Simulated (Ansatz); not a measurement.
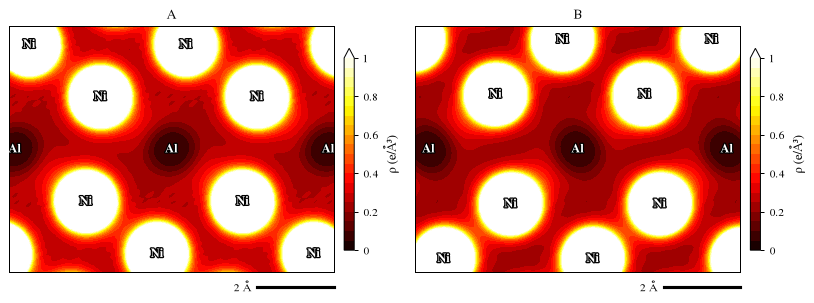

AlNi₃. The valence charge density (pseudo) of two cells that differ in size and shape, on the (101̄) plane of each (indices in the axes of the calculation cell), at one length scale and on one colour scale; one has 10.3 and the other 11.8 Å³ an atom.

Computed with DFT PBEsol, scalar-relativistic, plane waves, PAW (Ansatz 0.2.0).

The larger cell:

```xyz
4
Lattice="-0.2723 2.7416 2.7416 2.7416 -0.2723 2.7416 2.7416 2.7416 -0.2723" Properties=species:S:1:pos:R:3 pbc="T T T"
Al    2.6055    2.6055    2.6055
Ni    1.3027    1.3027    1.3027
Ni    0.0000    0.0000    0.0000
Ni    3.9082    3.9082    3.9082
```

The smaller cell: a = 4.082 Å, b = 4.082 Å, c = 4.082 Å, α = 53.71°, β = 53.71°, γ = 53.71°.

Which panel shows the smaller cell, and what does the compression change?

Answer. Panel A is the smaller cell, by 13 % in volume. From the larger cell to the smaller, Ni–Ni goes from 2.26 to 2.30 Å; Al–Ni goes from 2.26 to 2.30 Å, and the density at its midpoint from 0.42 to 0.39 e/Å³; the pressure goes from −8 to 20 GPa.

PAW datasets: the set soft_1.
